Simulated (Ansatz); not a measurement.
Input

```
crystal:
  lattice:
    - [3.1205481, 0.0, 0.0]
    - [-1.5602741, 2.7024739, 0.0]
    - [0.0, 0.0, 20.2232733]
  atoms:
    - { symbol: Al, position: [0.3333333, 0.6666667, 0.827538] }
    - { symbol: Al, position: [0.0, 0.0, 0.701994] }
    - { symbol: Al, position: [0.6666667, 0.3333333, 0.328543] }
    - { symbol: Al, position: [0.6666667, 0.3333333, 0.577495] }
    - { symbol: Al, position: [0.0, 0.0, 0.453001] }
    - { symbol: Al, position: [0.3333333, 0.6666667, 0.077497] }
    - { symbol: Al, position: [0.0, 0.0, 0.203045] }
    - { symbol: Al, position: [0.6666667, 0.3333333, 0.953033] }
    - { symbol: "N", position: [0.6666667, 0.3333333, 0.047229] }
    - { symbol: "N", position: [0.6666667, 0.3333333, 0.671697] }
    - { symbol: "N", position: [0.3333333, 0.6666667, 0.922257] }
    - { symbol: "N", position: [0.0, 0.0, 0.297769] }
    - { symbol: "N", position: [0.0, 0.0, 0.796732] }
    - { symbol: "N", position: [0.0, 0.0, 0.547198] }
    - { symbol: "N", position: [0.3333333, 0.6666667, 0.172244] }
    - { symbol: "N", position: [0.6666667, 0.3333333, 0.422729] }
basis:
  ecutwfc: 420
kpoints:
  mp_grid: { grid: [12, 12, 2] }
hamiltonian:
  xc: pbe
scf:
  occupations: { method: gaussian, width: 0.02 }
output:
  forces: true
  stress: true
  eigenvalues: true
  write_density: true
  write_potential: true
  elf: true
  volumetric_format: npy
relax:
  adjacent_minimum: "off"
  f_tol: 0.01
  max_steps: 80
  cell: { stress_tol: 0.05 }
```

Launched as:

```sh
ansatz run input.yaml --threads 4 --pin off --max-ram 8192MiB --backend cpu --events-out ev --progress --plain --runs-dir out
```

Below, planes, directions and counts refer to the conventional cell (a = 3.12 Å, b = 3.12 Å, c = 20.22 Å, α = 90.00°, β = 90.00°, γ = 120.00°).

Space group P3m1; a structure generated by program, which may or may not match a known phase.

Theory: DFT PBE, scalar-relativistic, plane waves, PAW in Ansatz.

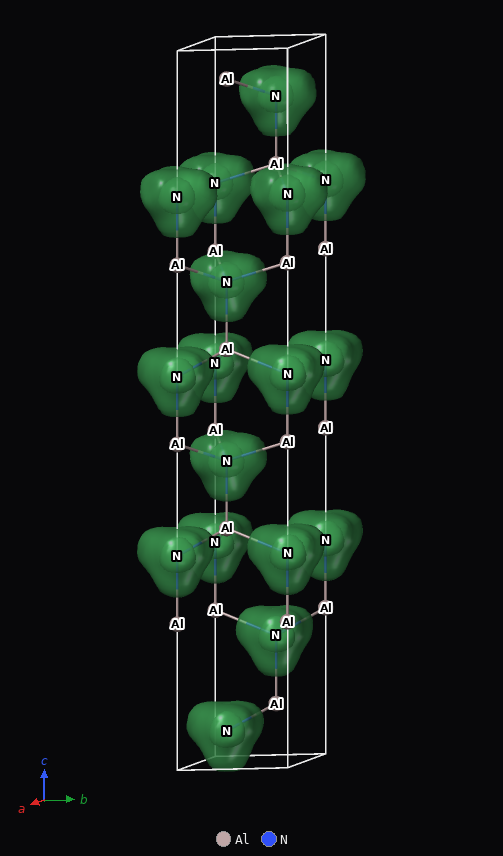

AlN. Isosurface of the electron localisation function at 0.75 (green), seen slightly off an axis. Only the valence region is drawn (cores and ρ < 0.01 e/Å³ removed). Sticks mark near contacts.

Core electrons are frozen (PAW), and the valence fields are smoothed inside the atomic spheres.

### Describe the localisation domains.

The surface consists of eight regions on N in which the atom's valence shell and bonds are merged, counted in one cell of 16 atoms. Regions shared between cells count once.

Values along the shortest contacts:
Al–N (1.90 Å): the ELF peaks at about 0.90 between the atoms (a shared but strongly polarised pair).
